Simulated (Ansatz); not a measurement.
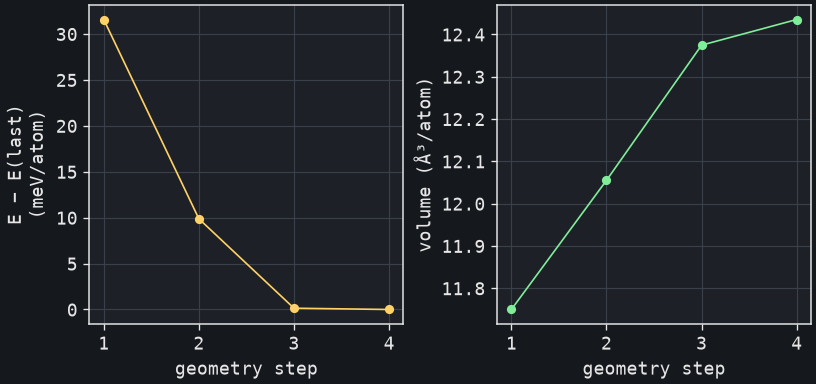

History of a geometry optimisation. Atoms and cell relax. A closing SCF on a freshly chosen basis isn't drawn.

- system: Cu (I4_1/amd, 2 atoms in the cell)
- method: Ansatz, DFT PBEsol, scalar-relativistic, plane waves, PAW; cutoff 420 eV, 8×8×8 k-mesh, Gaussian smearing of 0.1 eV

Q: How did it end, and what did it gain?

A: The optimisation met its thresholds at geometry 4, counting the start as the first. The energy fell by about 32 meV/atom from the first step to the last. All forces vanish by symmetry, so only the cell moves.

Q: Was the starting cell too large or too small?

A: The volume grows from 11.75 to 12.44 Å³ per atom (+5.8 %). The start was compressed.
